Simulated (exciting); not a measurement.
Consider KBr, space group Fm-3m.

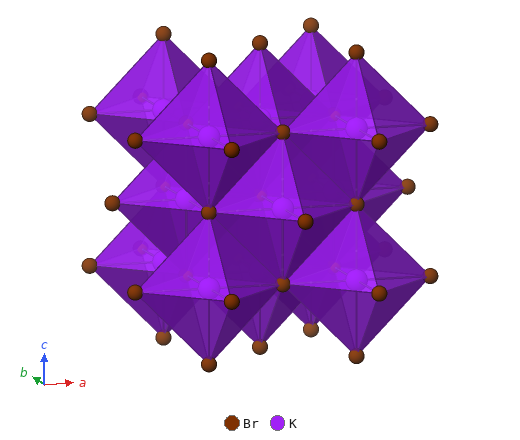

The structure (bromine brown, potassium purple). Some periodic images of atoms are drawn too.

```
Br K
1.0
     0.00000    3.30000    3.30000
     3.30000    0.00000    3.30000
     3.30000    3.30000    0.00000
Br K
1 1
Direct
  0.50000 0.50000 0.50000
  0.00000 0.00000 0.00000
```

Absorber: atom 2, with 6 Br at 3.30 Å (octahedral, site symmetry m-3m). Method: exciting, all-electron LAPW+lo, LDA, spinor conduction states, exchange and screened direct term (singlet BSE), 2×2×2 shifted k points, 34 conduction spinor bands, |G+q| up to 4.5 bohr⁻¹ (4.4 in the exchange term), full RPA screening with nempty = 57, Lorentzian half width 0.25 eV.

Predict the K L₂,₃ near-edge structure at this level.

Bound core exciton? Yes on this mesh: the first bright state (over 5 % of the brightest) lies at -2.10 eV from the Kohn–Sham onset and at -3.13 eV from the lowest bare transition of its own mesh; weaker or dark states reach down to -2.17 eV. Maxima (height): -1.1 eV (1.00), 1.6 eV (0.74), 7.9 eV (0.10) and 10.8 eV (0.12).

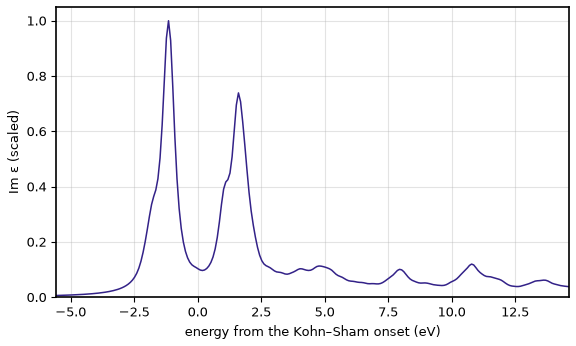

Energy from the Kohn–Sham onset, core level to the lowest empty state found on the meshes used; Im ε in relative units.

With 8 k points the binding energies are rough, and the weak maxima beyond the white lines are largely noise of the mesh. The multiplet shape isn't converged in the kernel cutoffs, and the cutoff of the direct term wasn't varied. Measured L₃ and L₂ lines of such d⁰ ions are about equally strong. The zero comes from the unshifted 4×4×4 ground-state mesh; it is exact only where the band minimum lies on that mesh. The structure is a published determination, not relaxed.

[Banner, clock and machine lines of the logs are left out without a mark of their own.]

[Logs are printed without paths, hosts, clocks, repeated set-up lines and the standing remarks that a program may print on its own settings, such as how far it seeks lower states.]

[Hosts, paths, dates, database ids (printed as entryN), source tags and the programs' standing remarks are cut or masked in the printed files.]
